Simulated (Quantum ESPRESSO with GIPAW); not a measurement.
# ZnF2: how strain moves the 67Zn line

GIPAW runs (PBEsol, plane-wave PAW from pslibrary 1.0.0 recipes, cutoffs 55 and 330 Ry, one 5×5×7 mesh for all shielding runs; Quantum ESPRESSO with GIPAW, a patched development version; no spin-orbit coupling, no macroscopic shape term) on ZnF2, space group P4_2/mnm before straining. The cell below is strained equally along all axes, and the atoms are relaxed in pw.x at each strain, zero included.

```
Zn F
1.0
     4.70480    0.00000    0.00000
     0.00000    4.70480    0.00000
     0.00000    0.00000    3.13380
Zn F
2 4
Direct
  0.50000 0.50000 0.50000
  0.00000 0.00000 0.00000
  0.80368 0.19632 0.50000
  0.69632 0.69632 0.00000
  0.19632 0.80368 0.50000
  0.30368 0.30368 0.00000
```

The cell is an entry of the Crystallography Open Database.

The bonds are those of Zn (atom 1; ZnF6). One row is withheld.

```
strain (%)  mean bond (Å)  σ_iso Zn (ppm)  σ_iso F (ppm)  span Zn (ppm)
        -2         1.9938         1745.72         339.91           89.0
      -1.5         2.0038         1760.15         339.63           89.1
        -1         2.0137         1774.24         339.30           89.4
         0         2.0335         1801.44         338.44           90.2
      +0.5         2.0436               ?              ?              ?
        +1         2.0532         1827.25         337.34           91.7
        +2         2.0727         1851.61         335.98           94.0
```

**Task.** Fit σ_iso of Zn against strain, judge whether a straight line is enough, and predict the withheld row at +0.5 %.

1. With n = 6: Σx = -1.500, Σy = 10760.41, Σx² = 12.2500, Σxy = -2375.435.

2. Slope b = (nΣxy − ΣxΣy)/(nΣx² − (Σx)²) = 26.50 ppm per %, intercept a = (Σy − bΣx)/n = 1800.03 ppm.

3. Residuals (run less line), in the order of the table: -1.31, -0.13, +0.71, +1.41, +0.73, -1.41 ppm. They bend in one sense; the largest is 1.3 % of the range of σ, so a line serves for most purposes and a parabola takes up the rest: σ = 1801.44 + 26.480 x − 0.694 x², with residuals of 0.03 ppm or less.

4. At +0.5 % (inside the fitted range) the line gives 1813.28 ppm and the parabola 1814.50 ppm.

5. The run gives:

```
strain (%)  mean bond (Å)  σ_iso Zn (ppm)  σ_iso F (ppm)  span Zn (ppm)
      +0.5         2.0436         1814.89         337.91           89.3
```

Prediction less run: the line misses by -1.61 ppm, the parabola by -0.39 ppm. By the parabola, a strain of +1 % changes σ of Zn by +25.79 ppm and one of −1 % by -27.17 ppm; the mean slope is +26.50 ppm per %, or 13 ppm for 0.01 Å of mean bond length. The shift moves the opposite way, scaled by the slope of a reference line. Over the table σ of F goes from 339.91 to 335.98 ppm. Zero strain is the database's lattice with relaxed atoms, not this functional's rest cell, and neither cutoff nor mesh was tested for the slopes. The omitted shape term, common to all sites, changes with strain too. This build of gipaw.x prints that it is not audited and that its numbers are no references by themselves. The relaxations ran on cheaper settings and stop at small residual forces, which adds noise that small residuals can't be told from. 67Zn is quadrupolar, so a real line also moves with the field gradient, which is not computed here.

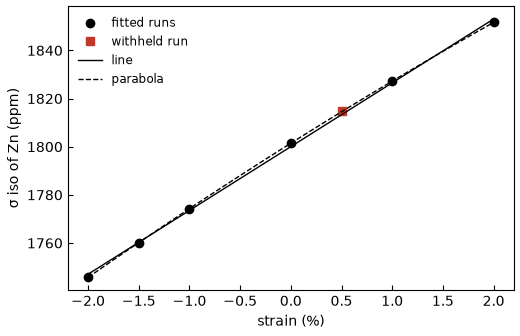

σ_iso of Zn against strain.

[Banner, clock, file and message-heading lines were taken out of the pw.x and gipaw.x logs.]

[Logs are printed without paths, hosts, clocks, repeated set-up lines and the standing remarks that a program may print on its own settings, such as how far it seeks lower states.]

[Hosts, paths, dates, database ids (printed as entryN), source tags and the programs' standing remarks are cut or masked in the printed files.]
